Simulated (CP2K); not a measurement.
## Energy of Ga along an even scaling of the cell

System: Ga (1 atom in the cell).
Method: Kohn-Sham DFT of a periodic cell, PBEsol, GTH-PBE with UZH-TZVP basis, no spin polarisation (CP2K 2026.2).

The 6 runs differ only in the geometry, by an even scaling of the cell at fixed fractional positions. The structure derives from a Materials Project entry.

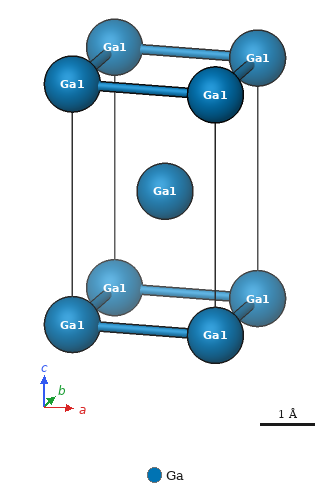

Figure 1. The structure of run 4 (ball-and-stick view of the cell 2 times as large as that of the calculation, set on its symmetry axes, seen slightly off an axis; atoms are numbered from 1 in the order of the input). An atom can appear more than once, as a periodic image.

**Input of run 4**
```
&GLOBAL
  PROJECT ga_eos
  RUN_TYPE ENERGY_FORCE
  PRINT_LEVEL LOW
&END GLOBAL
&FORCE_EVAL
  METHOD QS
  STRESS_TENSOR ANALYTICAL
  &DFT
    BASIS_SET_FILE_NAME BASIS_MOLOPT_UZH
    POTENTIAL_FILE_NAME POTENTIAL_UZH
    WFN_RESTART_FILE_NAME previous-RESTART.kp
    &MGRID
      CUTOFF 450
      REL_CUTOFF 60
      NGRIDS 4
    &END MGRID
    &QS
      METHOD GPW
      EPS_DEFAULT 1.0E-10
    &END QS
    &KPOINTS
      SCHEME MONKHORST-PACK 13 13 13
      GAMMA_CENTERED T
      SYMMETRY T
      SYMMETRY_BACKEND SPGLIB
    &END KPOINTS
    &SCF
      SCF_GUESS RESTART
      EPS_SCF 1.0E-6
      MAX_SCF 100
      ADDED_MOS 8
      CHOLESKY OFF
      EPS_EIGVAL 1.0E-7
      &DIAGONALIZATION ON
        ALGORITHM STANDARD
      &END DIAGONALIZATION
      &MIXING ON
        METHOD BROYDEN_MIXING
        ALPHA 0.4
        BETA 1.5
        NBUFFER 8
      &END MIXING
      &SMEAR ON
        METHOD FERMI_DIRAC
        ELECTRONIC_TEMPERATURE [K] 580.226
      &END SMEAR
    &END SCF
    &XC
      &XC_FUNCTIONAL
        &GGA_X_PBE_SOL
        &END GGA_X_PBE_SOL
        &GGA_C_PBE_SOL
        &END GGA_C_PBE_SOL
      &END XC_FUNCTIONAL
    &END XC
    &PRINT
      &KPOINTS ON
      &END KPOINTS
      &MULLIKEN ON
      &END MULLIKEN
      &MO ON
        ENERGIES T
        OCCUPATION_NUMBERS T
        &EACH
          QS_SCF 0
        &END EACH
        ADD_LAST NUMERIC
      &END MO
    &END PRINT
  &END DFT
  &SUBSYS
    &CELL
      ABC 3.0490658787 3.0490658788 3.0490658787
      ALPHA_BETA_GAMMA 125.6065284428 125.6065284409 80.5358051249
      PERIODIC XYZ
    &END CELL
    &COORD
      SCALED
      Ga  0.0000000000 0.0000000000 0.0000000000
    &END COORD
    &KIND Ga
      BASIS_SET TZVP-MOLOPT-PBE-GTH-q13
      POTENTIAL GTH-PBE-q13
    &END KIND
    &PRINT
      &ATOMIC_COORDINATES ON
      &END ATOMIC_COORDINATES
      &CELL ON
      &END CELL
    &END PRINT
  &END SUBSYS
  &PRINT
    &FORCES ON
    &END FORCES
    &STRESS_TENSOR ON
    &END STRESS_TENSOR
  &END PRINT
&END FORCE_EVAL
```

Command:
```bash
OMP_NUM_THREADS=1 cp2k.psmp -i ga_eos.inp -o ga_eos.out
```

Run 3 has the same physical settings and fractional positions; its lattice vectors (Å) are:
```
   3.008676    0.000000    0.000000
   0.494720    2.967724    0.000000
  -1.751698   -1.483862    1.944695
```

**Results, with one run withheld**

```tsv
run	volume per atom (Å³)	free energy per atom, from the lowest run given (meV)	pressure (GPa)
1	16.655	15.61	4.82
2	17.010	6.85	3.13
3	17.364	?	?
4	18.073	0.00	−0.80
5	18.427	2.87	−1.77
6	18.781	7.73	−2.60
```

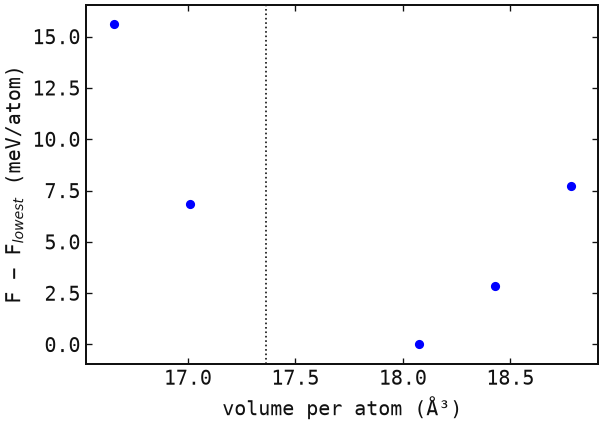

Figure 2. Free energy per atom of the runs given; the dotted line marks run 3.

Estimate the energy of run 3 from the others.

A cubic polynomial in V^(−2/3) (the Birch–Murnaghan form), fitted to the 5 runs given, misses them by at most 0.01 meV per atom. With x = V^(−2/3) − 0.14692 Å⁻², it reads F = −0.5862 + 234.68 x + 3.4248e+05 x² + 2.2944e+06 x³ (meV per atom). At run 3 it gives 1.63 meV per atom, and the run itself gives 1.61. The slope of the fit gives a pressure −dF/dV of 1.64 GPa there, and the run prints 1.64 GPa. The fit has its minimum at 17.820 Å³ per atom, where V d²F/dV² gives 58.4 GPa. Cell shape and fractional positions are held, so this is the stiffness under even scaling; the relaxed bulk modulus wasn't computed.

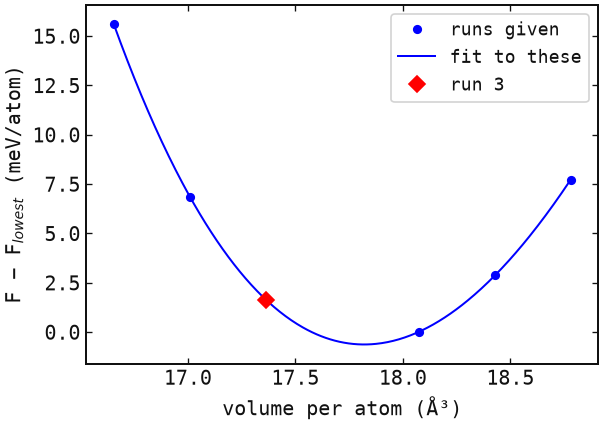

Figure 3. The fit and the withheld run.

**Some lines of the output (run 3)**
```
[...]
 CELL| Volume [angstrom^3]:                                            17.364027
 CELL_REF| Volume [angstrom^3]:                                        17.364027
                        Smear method:                                FERMI_DIRAC
  Step     Update method      Time    Convergence         Total energy    Change
  Fermi energy:                                                 0.23285155035921
  Total energy:                                               -74.43412308187115
  Total energy (extrapolated to T->0):                        -74.43407227516346
 MO| E(Fermi):            0.232852 a.u.          6.336213 eV
 MO| Band gap:            0.312693 a.u.          8.508815 eV
 MO| Band gap:            0.201321 a.u.          5.478236 eV
 MO| Band gap:            0.381770 a.u.         10.388480 eV
```
